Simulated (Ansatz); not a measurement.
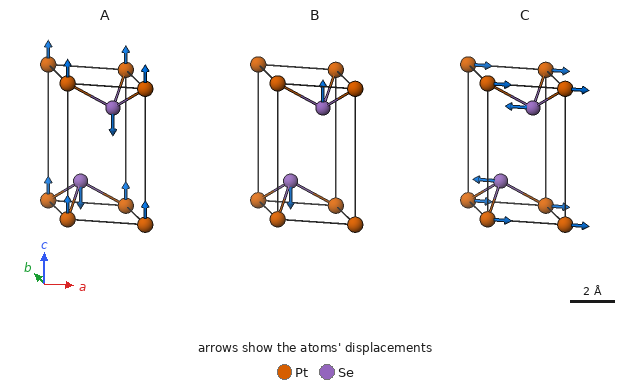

Modes of solid PtSe2, space group P-3m1 (No. 164), at the zone centre (one member of each degenerate set). The blue arrows are the displacements of the atoms (eigenvector over the root of the mass), of arbitrary overall length and sign. The picture is a ball-and-stick view of the cell of the calculation, seen slightly off an axis.

All numbers below come from Ansatz, DFT PBE, scalar-relativistic, plane waves, PAW.

Frequencies are those without the non-analytic (LO–TO) term.

> Which are infrared-active and which Raman-active?

A is A₂u, infrared-active by symmetry (222 cm⁻¹). B is A₁g, Raman-active by symmetry (196 cm⁻¹). C is E_u, infrared-active by symmetry (213 cm⁻¹). The crystal has a centre of inversion, so no mode is both.

Limits of the set-up: layers or molecules are held without a dispersion correction, so their spacing is unreliable.
